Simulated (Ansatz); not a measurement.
# Geometry relaxation of C$_{32}$H (part 2 of 3)

The same run, continued: C$_{32}$H (defect cell, 33 atoms in the cell); DFT PBE+D3(BJ), scalar-relativistic, plane waves, PAW, spin-polarised (Ansatz 0.2.0); cutoff 420 eV, 2×2×2 k-mesh, Gaussian smearing of 0.02 eV, collinear spins. The structure derives from a Materials Project entry. It belongs to a series of runs on one base structure; here: H interstitial, charge +0, atoms relaxed.

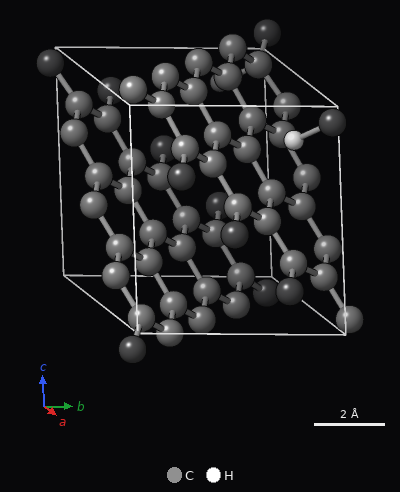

Fig. 1: The geometry at step 3 of the log (ball-and-stick view of the cell of the calculation, seen slightly off an axis; neighbours outside the cell are drawn fainter).

```
SCF converged after 3 iterations
Magnetization: 1.0000 μB (65.0000 up, 64.0000 down)
Absolute magnetization: 1.5730 μB (∫|ρ↑−ρ↓|, with the PAW one-centre terms)
Spin contamination: 0.0130 ħ² per cell (⟨S²⟩ above its minimum at these occupations)
Per-site moments (μB) at R_I (Å): [(0.011834521473693965, 0.5860039739523566), (0.0363380920543947, 0.5860945045867518), (0.03624982575360121, 0.5861039335568906), (0.024673961633679208, 0.585922408132999), (0.01180183026581311, 0.5861421141690187), (0.011815211979349018, 0.5860302887121676), (0.04170929714294904, 0.5838208257422535), (0.01183291342535497, 0.58597486992185), (0.01179979645832035, 0.5861371560155848), (0.011815467662749003, 0.5860047708487911), (0.05761993721187521, 0.5792782792145544), (0.041610587688518004, 0.5837422088487841), (0.05742986107483342, 0.5792945941065997), (0.03633312877694369, 0.5860949831596252), (0.04169982126152742, 0.5838343361580912), (0.057416611563290636, 0.5792847500400347), (-0.008614702887152857, 0.5860945045867518), (-0.011988946727218043, 0.5838208257422535), (-0.008643257844330786, 0.5861039335568906), (-0.007517748328117009, 0.5859860341520966), (-0.0075308343249958325, 0.585922408132999), (-0.011796330690449379, 0.5792782792145544), (-0.011801309696750945, 0.5793389334827476), (-0.008615440951507106, 0.5860949831596252), (-0.0075325020012434185, 0.585938379704434), (-0.011798189764023026, 0.5793108609241511), (0.00010549195143775467, 0.4616304371537849), (-0.01197613610703554, 0.5837422088487841), (-0.01179647711200374, 0.5792945941065997), (-0.011989195780797655, 0.5838343361580912), (-0.011801637209354824, 0.5793596786919146), (-0.011795139412851792, 0.5792847500400347), (0.04101744193169087, 0.4616304371537849)]
Free energy (F): -8049.181339 eV
Harris-Foulkes:  -8049.181339 eV  (|F-HF|=1.19e-9)
Internal energy: -8049.181339 eV  (E = F + TS)
E sigma→0 (E₀):  -8049.181339 eV
Fermi energy:    7.201897 eV
--- Per-component energies (eV) ---
  E_band       = -272.789489
  E_kinetic    = 2929.251206
  E_local      = -4914.045861  (includes V_loc(G=0)·N_el)
  E_nonlocal   = 875.670927
  E_hartree    = 1485.682374
  E_xc         = -1547.073759
  E_vxc        = -1916.276796  (∫ρ·V_xc dr)
  E_paw        = -3179.837949  (= ΣΔE_a)
  E_vpaw       = -218.752587  (= ΣTr[D̂ρ^β])
  E_aug_tail   = -0.001072  (compensation charges beyond the density's cutoff)
  E_ewald      = -3693.761089
  E_disp       = -5.066115  (pairwise vdW)
  E_smearing   = -0.000000  (= −TS)
  E_closure    = 0.000000  (closes the sum)
  Σ components = -8049.181339   (vs F -8049.181339, Δ=0.00e0)
--- Forces (eV/Å), atoms counted from 1 ---
  atom   1  C     -0.00081255     0.00500073    -0.00185423
  atom   2  C      0.00164861     0.00319938     0.00314833
  atom   3  C     -0.00070157     0.00144553     0.00400187
  atom   4  C     -0.00126550    -0.00011951     0.00109496
  atom   5  C      0.00007809     0.00737201    -0.00499744
  atom   6  C     -0.00341099     0.00020988    -0.00359235
  atom   7  C      0.00097778     0.00100403     0.00652004
  atom   8  C      0.00201773    -0.00332221    -0.00208760
  atom   9  C      0.00076393    -0.00595249    -0.00554738
  atom  10  C     -0.00464205    -0.00194331    -0.00325344
  atom  11  C      0.00478621    -0.00429575     0.00174057
  atom  12  C     -0.00415740    -0.00100045    -0.00754231
  atom  13  C      0.00238692    -0.00969930    -0.00138630
  atom  14  C      0.00319627    -0.00349909     0.00038649
  atom  15  C      0.00169886    -0.00139699     0.00365978
  atom  16  C     -0.00305964     0.01117377    -0.00217783
  atom  17  C      0.00614385     0.00266145     0.00505125
  atom  18  C     -0.00111489     0.00199507    -0.00223732
  atom  19  C      0.00749800    -0.00051502     0.00882905
  atom  20  C     -0.00788530     0.00186378     0.00000474
  atom  21  C     -0.01165165     0.00154688    -0.00586702
  atom  22  C     -0.00650823     0.00856756    -0.00256721
  atom  23  C     -0.00425920    -0.00264986    -0.00443941
  atom  24  C      0.00740341    -0.00552382     0.00351396
  atom  25  C     -0.01168135     0.00194801    -0.00471636
  atom  26  C     -0.00701037    -0.00709386    -0.00054344
  atom  27  C     -0.00442778    -0.00253516     0.00929705
  atom  28  C      0.01117941    -0.00107234    -0.00150886
  atom  29  C      0.00717270     0.00252275     0.00383018
  atom  30  C      0.00065986    -0.00138824    -0.00030627
  atom  31  C     -0.00250077     0.00400443    -0.00406360
  atom  32  C      0.00630467    -0.00224875     0.00225991
  atom  33  H      0.01116567    -0.00025777     0.00535658
  max |Σ_I F_I| component: 7.27e-6 eV/Å
--- Band table (eV; the first three rows and the last of 8) ---
  k-point 0 ↑: bands = ["-12.5479", "-11.2384", "-11.1847", "-11.1845", "-10.9528", "-10.9522", "-10.9472", "-8.3142", "-8.2985", "-8.2977", "-8.2287", "-8.2145", "-8.2144", "-7.3354", "-7.3035", "-7.3028", "-6.3210", "-6.1960", "-6.1955", "-3.8134", "-3.5588", "-3.5585", "-3.5574", "-3.4712", "-3.4704", "-2.0611", "-1.9848", "-1.9548", "-1.9548", "-1.8807", "-1.8807", "-1.3236", "-0.5576", "-0.4780", "-0.4775", "-0.4388", "-0.3443", "-0.3440", "-0.0726", "0.3118", "0.3129", "0.5490", "0.6535", "0.6537", "1.5055", "1.8070", "1.8093", "1.9097", "1.9099", "1.9166", "2.0074", "2.1230", "2.1234", "2.8088", "3.8590", "3.8602", "4.2048", "4.2053", "4.2586", "4.2596", "4.2628", "4.4386", "4.5416", "4.5421", "7.0736", "8.7846", "8.7855", "9.1317", "9.7317", "9.7332", "9.7593", "9.7613", "9.8056", "12.0267", "13.2396", "13.2416", "13.5525", "13.8280", "14.1162", "14.1188", "14.1704", "14.1732", "14.1760", "14.2937", "14.4171", "14.4176", "14.9017", "14.9039", "14.9371", "15.1608", "15.1620", "15.2710", "15.3537", "15.3546", "16.5488", "17.2252", "17.2271", "17.5377"]
  k-point 1 ↑: bands = ["-12.3078", "-12.0415", "-11.4533", "-11.4358", "-10.1302", "-10.1003", "-9.8824", "-9.8793", "-9.3147", "-9.2679", "-8.0595", "-8.0042", "-7.8452", "-7.8196", "-6.3881", "-6.3528", "-5.4971", "-5.4502", "-5.1163", "-5.0418", "-4.9968", "-4.9537", "-3.8257", "-3.6311", "-2.7683", "-2.7152", "-2.2779", "-2.0705", "-1.9861", "-1.9186", "-1.3547", "-0.4879", "-0.4779", "-0.3911", "-0.3703", "-0.1300", "0.3226", "0.3355", "0.3475", "0.4037", "0.5651", "0.6609", "0.8011", "0.8025", "0.9380", "1.0411", "1.2069", "1.6399", "1.8478", "1.8838", "2.3356", "2.5660", "2.6812", "3.0063", "3.0367", "3.1090", "3.2375", "3.3355", "3.5663", "3.9071", "4.6094", "4.9518", "5.4797", "5.8349", "7.0175", "8.0381", "8.4526", "9.1597", "9.2231", "9.2316", "9.9911", "10.8360", "11.3452", "11.8411", "12.0248", "12.2527", "12.4872", "13.8448", "14.3602", "14.5610", "14.6456", "14.7112", "14.9300", "15.1171", "15.1239", "15.2294", "15.4826", "15.5982", "15.7229", "15.9821", "16.0025", "16.1409", "16.1704", "16.2986", "16.3090", "16.3835", "16.4015", "16.4543"]
  k-point 2 ↑: bands = ["-12.3078", "-12.0415", "-11.4533", "-11.4358", "-10.1302", "-10.1003", "-9.8824", "-9.8793", "-9.3147", "-9.2680", "-8.0595", "-8.0041", "-7.8452", "-7.8195", "-6.3880", "-6.3528", "-5.4971", "-5.4501", "-5.1164", "-5.0417", "-4.9968", "-4.9539", "-3.8256", "-3.6312", "-2.7683", "-2.7152", "-2.2778", "-2.0705", "-1.9863", "-1.9185", "-1.3547", "-0.4879", "-0.4778", "-0.3911", "-0.3705", "-0.1301", "0.3225", "0.3356", "0.3476", "0.4037", "0.5652", "0.6611", "0.8009", "0.8025", "0.9381", "1.0412", "1.2070", "1.6399", "1.8477", "1.8838", "2.3354", "2.5661", "2.6810", "3.0062", "3.0370", "3.1092", "3.2376", "3.3355", "3.5662", "3.9070", "4.6095", "4.9519", "5.4797", "5.8349", "7.0174", "8.0382", "8.4526", "9.1599", "9.2230", "9.2313", "9.9912", "10.8358", "11.3452", "11.8411", "12.0251", "12.2526", "12.4873", "13.8446", "14.3601", "14.5610", "14.6454", "14.7110", "14.9299", "15.1175", "15.1241", "15.2296", "15.4825", "15.5987", "15.7230", "15.9817", "16.0026", "16.1410", "16.1701", "16.2984", "16.3091", "16.3837", "16.4014", "16.4542"]
  k-point 3 ↓: bands = ["-12.2669", "-12.0035", "-11.4074", "-11.4036", "-10.0838", "-10.0667", "-9.8487", "-9.8383", "-9.2744", "-9.2325", "-8.0122", "-7.9716", "-7.8070", "-7.7854", "-6.3435", "-6.3201", "-5.4458", "-5.4243", "-5.0721", "-5.0127", "-4.9650", "-4.9270", "-3.7895", "-3.5990", "-2.7421", "-2.6934", "-2.2169", "-2.0424", "-1.9515", "-1.8903", "-1.2501", "-0.4577", "-0.4557", "-0.3739", "-0.3407", "-0.0471", "0.3432", "0.3623", "0.3675", "0.4373", "0.6333", "0.7329", "0.8286", "0.8454", "0.9520", "1.0728", "1.2867", "1.7097", "1.8813", "1.9011", "2.4180", "2.5930", "2.7181", "3.0808", "3.1197", "3.1972", "3.2626", "3.3556", "3.6721", "3.9744", "4.6901", "5.0347", "5.5978", "5.9127", "7.3323", "8.1182", "8.5952", "9.2231", "9.2879", "9.3236", "10.1016", "10.9502", "11.4325", "11.9232", "12.0910", "12.3579", "12.5729", "13.9611", "14.4124", "14.6082", "14.6939", "14.7652", "14.9577", "15.1873", "15.2141", "15.2799", "15.5067", "15.6767", "15.7697", "16.0262", "16.0623", "16.1955", "16.2062", "16.3325", "16.3343", "16.4285", "16.4378", "16.5059"]
--- Relaxed structure (9 steps of the walk, 8 accepted, 0 SCFs on fresh bases) ---
  F+E_penalty+E_count = -8049.18133887 eV   max|allowed force component| = 1.168e-2 eV/Å
  atoms:
    - { symbol: C, position: [0.41864565360421635, 0.04486049272497955, 0.5439781459843319] }
    - { symbol: C, position: [0.6616190870033402, 0.7883906029303002, 0.5378429267095584] }
    - { symbol: C, position: [0.9124432260078521, 0.537702923521779, 0.5379180723764347] }
    - { symbol: C, position: [0.4189472491017799, 0.2948019169988474, 0.29500222375643886] }
    - { symbol: C, position: [0.16891842526623485, 0.29462587099145415, 0.543951139775902] }
    - { symbol: C, position: [0.668075979756872, 0.04501344999368423, 0.2949958191191281] }
    - { symbol: C, position: [0.9131733955754529, 0.7891088880075725, 0.28955916256304964] }
    - { symbol: C, position: [0.4186413084818168, 0.5437883625073119, 0.04508119828156493] }
    - { symbol: C, position: [0.16893781599344745, 0.5437722145667607, 0.29486234339981693] }
    - { symbol: C, position: [0.6680659591452325, 0.29475414139795253, 0.04521572432653831] }
    - { symbol: C, position: [0.9092252462718025, 0.041090585567867155, 0.04132680174559744] }
    - { symbol: C, position: [0.4130269193977264, 0.788835857176142, 0.7890533283621894] }
    - { symbol: C, position: [0.164784918922319, 0.7848082458116477, 0.041019788473293683] }
    - { symbol: C, position: [0.6615706448784683, 0.5375785060017322, 0.788582811801564] }
    - { symbol: C, position: [0.913128542084349, 0.28929370148210376, 0.7892813902524518] }
    - { symbol: C, position: [0.16475147124293157, 0.04075247455388198, 0.7849605144983003] }
    - { symbol: C, position: [0.5834879355882753, 0.9596670411614747, 0.4596589804358604] }
    - { symbol: C, position: [0.8283864178508851, 0.7043905147163158, 0.4534152754764978] }
    - { symbol: C, position: [0.0836827971656145, 0.4594862106771271, 0.459699277948278] }
    - { symbol: C, position: [0.5857330837886316, 0.21203252164933722, 0.21224393856099627] }
    - { symbol: C, position: [0.33597053249957204, 0.21187657111732736, 0.4615747328408697] }
    - { symbol: C, position: [0.8319333736493588, 0.9596570884802202, 0.20857766966453933] }
    - { symbol: C, position: [0.08352355380476839, 0.7075942919758306, 0.20841739168324092] }
    - { symbol: C, position: [0.5834419244664252, 0.45939954655279247, 0.9598629250190596] }
    - { symbol: C, position: [0.33598539218813, 0.4614014198732921, 0.2121025929938002] }
    - { symbol: C, position: [0.8319298691694146, 0.20833905441069572, 0.9598640217748291] }
    - { symbol: C, position: [0.05031009814895049, 0.9263979511493511, 0.9266309690865192] }
    - { symbol: C, position: [0.5769929744286411, 0.7042258300361591, 0.7044540352066487] }
    - { symbol: C, position: [0.33209686958844936, 0.7075717239130497, 0.9596261826632024] }
    - { symbol: C, position: [0.8283609345298004, 0.45318107545226194, 0.7045934440430051] }
    - { symbol: C, position: [0.0834827031003137, 0.2081603492007009, 0.7077576550627072] }
    - { symbol: C, position: [0.3320773487482239, 0.9593799275113605, 0.7077402440303545] }
    - { symbol: H, position: [0.9389869172507019, 0.8161869455886838, 0.8164784795834282] }
--- Löwdin populations: 33 sites ---
  site symbol       q [e]    m [muB]
     0      C      3.9631     0.0310
     1      C      3.9802     0.0954
     2      C      3.9801     0.0952
     3      C      3.9694     0.0671
     4      C      3.9630     0.0309
     5      C      3.9630     0.0309
     6      C      3.9724     0.1131
     7      C      3.9631     0.0310
     8      C      3.9630     0.0309
     9      C      3.9630     0.0309
    10      C      3.9532     0.1544
    11      C      3.9724     0.1128
    12      C      3.9532     0.1540
    13      C      3.9802     0.0953
    14      C      3.9724     0.1131
    15      C      3.9533     0.1540
    16      C      3.9647    -0.0234
    17      C      3.9770    -0.0322
    18      C      3.9646    -0.0234
    19      C      3.9656    -0.0208
    20      C      3.9656    -0.0208
    21      C      3.9704    -0.0321
    22      C      3.9703    -0.0321
    23      C      3.9647    -0.0234
    24      C      3.9656    -0.0208
    25      C      3.9704    -0.0321
    26      C      4.1008    -0.0094
    27      C      3.9772    -0.0322
    28      C      3.9703    -0.0320
    29      C      3.9770    -0.0322
    30      C      3.9703    -0.0321
    31      C      3.9703    -0.0320
    32      H      0.7817     0.0801
  spilling = 0.008592 (of n_electrons = 129.000000)
```

## Trajectory as extended XYZ (Å, eV, eV/Å), 6 of the 9 frames kept, from step=1 to step=9
```
33
Lattice="5.6710 0.0000 -3.4027 -2.8677 -4.9298 -3.3595 -2.8677 4.9298 -3.3595" Properties=species:S:1:pos:R:3:forces:R:3 step=1 energy=-8047.74468
C     0.6901    2.4649   -3.3771   -0.0975  -0.0061   0.0020
C    -0.0430   -1.2325   -6.7474   -0.0838  -0.4464   0.2536
C     2.0917    0.0000   -6.7582    0.2083  -0.0080   0.1392
C     0.6901    0.0000   -3.3771   -0.0315   0.0066  -0.0409
C    -1.4446    1.2325   -3.3663   -0.0113   0.0235   0.0111
C     2.8247    1.2325   -3.3879    0.0152  -0.0469   0.0037
C     2.0917   -2.4649   -6.7582   -0.0580   0.1244   0.0299
C     0.6901   -2.4649   -3.3771   -0.1034   0.0128   0.0015
C    -1.4446   -1.2325   -3.3663   -0.0106  -0.0184   0.0121
C     2.8247   -1.2325   -3.3879    0.0163   0.0569   0.0018
C     4.9594    0.0000   -3.3987   -0.6583  -0.0120  -0.4016
C    -2.1777    0.0000   -6.7366    0.1721  -0.0076   0.0384
C    -1.4446   -3.6974   -3.3663    0.3305   0.4728  -0.3400
C    -0.0430    1.2325   -6.7474   -0.1001   0.4601   0.2371
C     2.0917    2.4649   -6.7582   -0.0624  -0.1454   0.0326
C    -1.4446    3.6974   -3.3663    0.3088  -0.4575  -0.3217
C    -0.7546   -2.4649   -6.7445    0.0778   0.0984   0.0406
C     1.3801   -1.2325   -6.7553    0.2211  -0.2148   0.1650
C    -2.1562    0.0000   -3.3635   -0.0451  -0.0003   0.0075
C     2.1132    0.0000   -3.3851    0.0589  -0.0063   0.0067
C    -0.0215    1.2325   -3.3743    0.0194   0.0315   0.0082
C     1.3801   -3.6974   -6.7553   -0.0047  -0.1649  -0.0461
C    -2.1562   -2.4649   -3.3635    0.1024  -0.0615  -0.0231
C    -0.7546    2.4649   -6.7445    0.0791  -0.0978   0.0470
C    -0.0215   -1.2325   -3.3743    0.0186  -0.0444   0.0083
C     1.3801    3.6974   -6.7553   -0.0052   0.1860  -0.0466
C    -5.0239    0.0000   -6.7230    0.0143   0.0008   0.9629
C    -0.7546    0.0000   -6.7445   -0.4413  -0.0417   0.1805
C    -2.8893    1.2325   -6.7338   -0.1636   0.1123  -0.0333
C     1.3801    1.2325   -6.7553    0.2818   0.2377   0.1978
C    -2.1562    2.4649   -3.3635    0.1048   0.0587  -0.0221
C    -2.8893   -1.2325   -6.7338   -0.1459  -0.1042  -0.0313
H     0.4521    0.0355   -8.2139   -0.0069   0.0014  -1.0810
33
Lattice="5.6710 0.0000 -3.4027 -2.8677 -4.9298 -3.3595 -2.8677 4.9298 -3.3595" Properties=species:S:1:pos:R:3:forces:R:3 step=3 energy=-8048.45905
C     0.6907    2.4625   -3.3754    0.0648  -0.0486  -0.0125
C    -0.0406   -1.2397   -6.6814   -0.0180   0.1043  -0.0800
C     2.0978   -0.0006   -6.6917    0.0128  -0.0010  -0.0238
C     0.6903   -0.0002   -3.3845    0.0137  -0.0023   0.0735
C    -1.4420    1.2313   -3.3642    0.0441  -0.0333  -0.0371
C     2.8229    1.2305   -3.3943   -0.0607  -0.0024  -0.0217
C     2.0941   -2.4666   -6.7404   -0.1005   0.1800  -0.0215
C     0.6910   -2.4630   -3.3781    0.0709   0.0494  -0.0111
C    -1.4419   -1.2316   -3.3662    0.0452   0.0311  -0.0389
C     2.8231   -1.2311   -3.3949   -0.0664  -0.0039  -0.0173
C     4.9431   -0.0003   -3.4543   -1.0496  -0.0151  -0.3346
C    -2.1755   -0.0005   -6.7182    0.2269   0.0029  -0.0623
C    -1.4361   -3.6865   -3.3941    0.5126   0.8189  -0.0829
C    -0.0404    1.2383   -6.6873   -0.0148  -0.1084  -0.0290
C     2.0943    2.4659   -6.7377   -0.1013  -0.1774  -0.0229
C    -1.4367    3.6871   -3.3871    0.4973  -0.8195  -0.0275
C    -0.7534   -2.4669   -6.7177   -0.0159  -0.0082  -0.0505
C     1.3865   -1.2367   -6.6883    0.0211  -0.1086  -0.0298
C    -2.1530   -0.0003   -3.3404   -0.0490  -0.0018  -0.0078
C     2.1126   -0.0004   -3.3963   -0.0118   0.0020  -0.0025
C    -0.0200    1.2316   -3.3790   -0.0167   0.0029  -0.0004
C     1.3756   -3.6999   -6.7832    0.1080  -0.2184  -0.0255
C    -2.1512   -2.4632   -3.3752    0.1636  -0.2330  -0.0129
C    -0.7531    2.4660   -6.7199   -0.0218   0.0114  -0.0665
C    -0.0198   -1.2322   -3.3806   -0.0155   0.0030  -0.0011
C     1.3758    3.6995   -6.7821    0.1202   0.2198  -0.0219
C    -5.0241    0.0004   -6.6129   -0.4604   0.0999   2.3957
C    -0.7557   -0.0013   -6.6945   -0.0850   0.0212   0.1164
C    -2.8878    1.2365   -6.7454   -0.2983  -0.0171  -0.0006
C     1.3876    1.2361   -6.6868   -0.0073   0.1059  -0.0560
C    -2.1512    2.4631   -3.3704    0.1646   0.2449  -0.0039
C    -2.8879   -1.2368   -6.7414   -0.3045   0.0136   0.0055
H     0.4045    0.0446   -8.5963    0.6320  -0.1123  -1.4888
```
